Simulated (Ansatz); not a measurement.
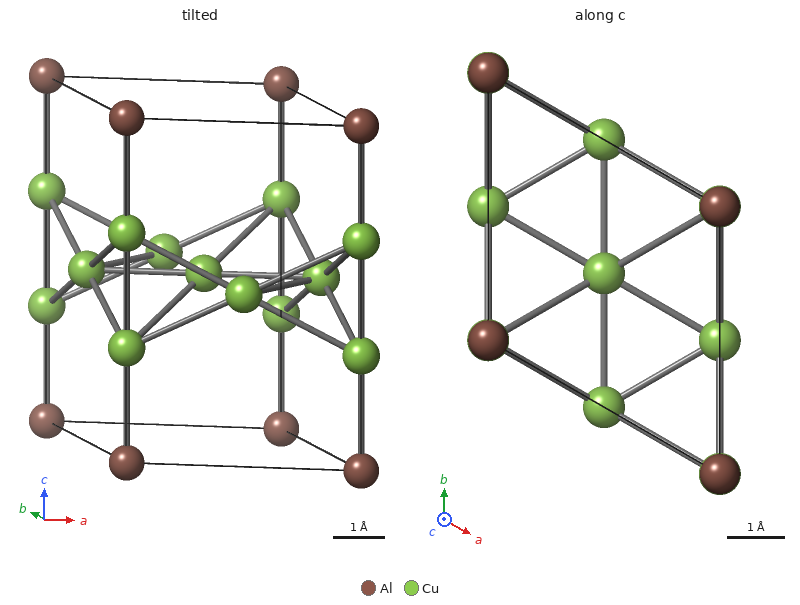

The image is a ball-and-stick drawing of a crystal, viewed slightly off an axis and along the c axis. Lines trace the edges of the conventional unit cell. Cell: a = 4.72 Å, b = 4.72 Å, c = 6.95 Å, α = 90.00°, β = 90.00°, γ = 120.00°.

The initial geometry was a random cell made by a generator, so it need not be a real form of the compound. Earlier steps of the study, as a rule a relaxation of our own, may have changed the cell and positions, so they can lie some per cent off the listed ones. Ansatz was used for an electronic-structure calculation on it.

Question: Caption:

Answer: Its composition is AlCu$_{5}$. The symmetry is that of P6/mmm (No. 191), on a primitive hexagonal lattice. It has 6 atoms to the cell (1 Al, 5 Cu). Within bonding distance, the neighbour counts come to Al 2 and Cu 8.

Electronic-structure method: DFT PBE, scalar-relativistic, plane waves, PAW (Ansatz 0.2.0). Parameters: E_cut = 420 eV, a 12×12×6 grid in reciprocal space, Gaussian smearing of 0.1 eV, no spin polarisation.

Question: What is the electronic character?

Answer: A metal: bands cross the Fermi level.

Question: State the Bader charges by element.

Answer: Al +1.02 e; Cu -0.45 to -0.04 e.

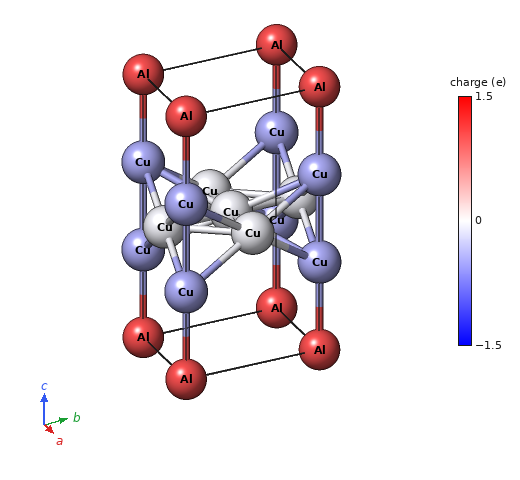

The atoms coloured by those charges. The run's cell of 6 atoms is drawn.

Question: Can this geometry be taken as optimised?

Answer: Yes. All forces vanish to within 0.01 eV/Å. The pressure is 0.0 GPa, close to zero.
